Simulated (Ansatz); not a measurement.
```
CELL_PARAMETERS angstrom
2.50740 0.00000 0.00000
0.00000 2.50740 0.00000
0.00000 0.00000 2.50740
ATOMIC_POSITIONS crystal
Si 0.00000 0.00000 0.00000
```

Space group Pm-3m; set up as Si, simple cubic; a generated structure, not necessarily the stable one; changed on purpose from its base cell (volume × 0.96); computed pressure about 5 GPa in this cell.

Theory: DFT, RPBE, plane waves (420 eV) with PAW, scalar-relativistic in Ansatz 0.2.0.

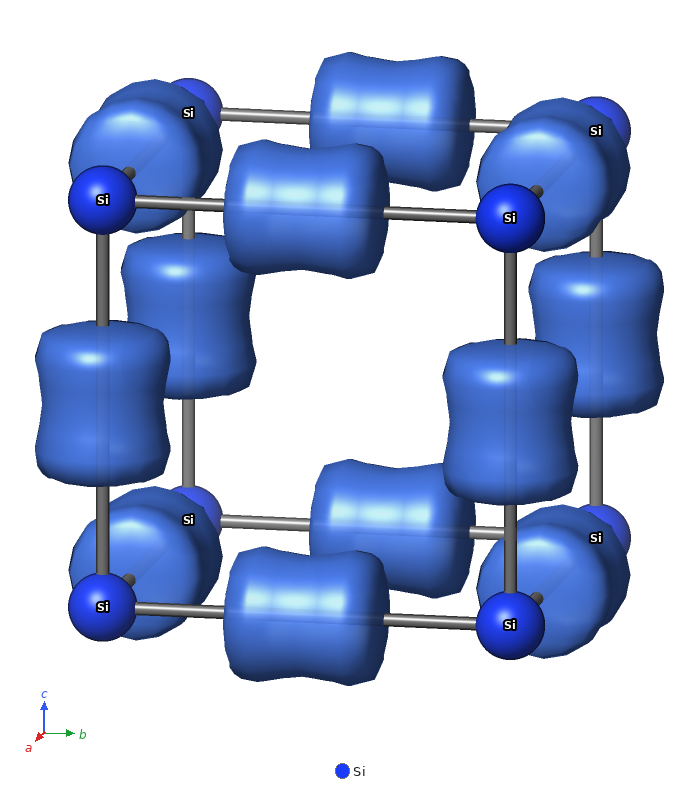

Si. Isosurface of the ELF at 0.75 (blue), seen slightly off an axis. Core shells and regions of very low density are left out. Sticks mark near contacts.

Identify the bonds, lone pairs and shells in this picture.

The ELF exceeds this value in three regions between bonded Si–Si atoms, counted in one cell of 1 atoms. Any copies at cell faces, edges or corners count once. Profiles from the grid: Si–Si (2.51 Å): the ELF peaks at about 0.85 between the atoms.

Metal or insulator at this level of theory?

It is gapless in this calculation (a metal or semimetal).
